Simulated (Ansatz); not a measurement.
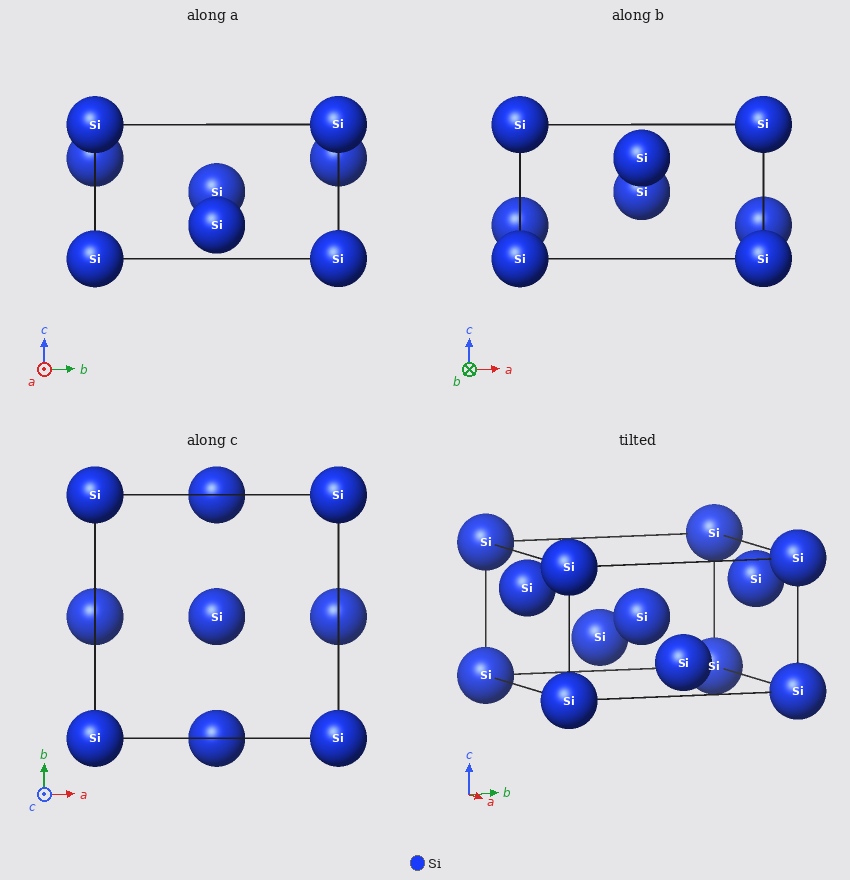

Spheres-only drawing of the structure, looking along the a axis, along the b axis, along the c axis and slightly off an axis. The wireframe shows the drawn cell (a repeat of the simulation cell).

Lattice parameters: a = 4.9611 Å, b = 4.9611 Å, c = 2.7340 Å, α = 89.950°, β = 89.950°, γ = 89.989°.

Put the structure into a CIF in P1 with every atom of the cell.

```cif
data_structure
_symmetry_space_group_name_H-M 'P 1'
_symmetry_Int_Tables_number 1
_cell_length_a 4.9611
_cell_length_b 4.9611
_cell_length_c 2.7340
_cell_angle_alpha 89.950
_cell_angle_beta 89.950
_cell_angle_gamma 89.989
_cell_volume 67.29
loop_
_atom_site_label
_atom_site_type_symbol
_atom_site_fract_x
_atom_site_fract_y
_atom_site_fract_z
_atom_site_occupancy
Si1 Si 0.0000 0.0000 0.0000 1
Si2 Si 0.0000 0.5000 0.2500 1
Si3 Si 0.5000 0.5000 0.5000 1
Si4 Si 0.5000 0.0000 0.7500 1
```

The initial geometry was a structure type filled with this element by a generator (whether the element takes this form wasn't checked). Earlier steps of the study may have refined or changed the cell and positions. An electronic-structure calculation with Ansatz was run on it.

At this level of theory the cell isn't at rest (stretched, at -10 GPa), so its distances can differ from those at equilibrium, the more so the softer the solid.
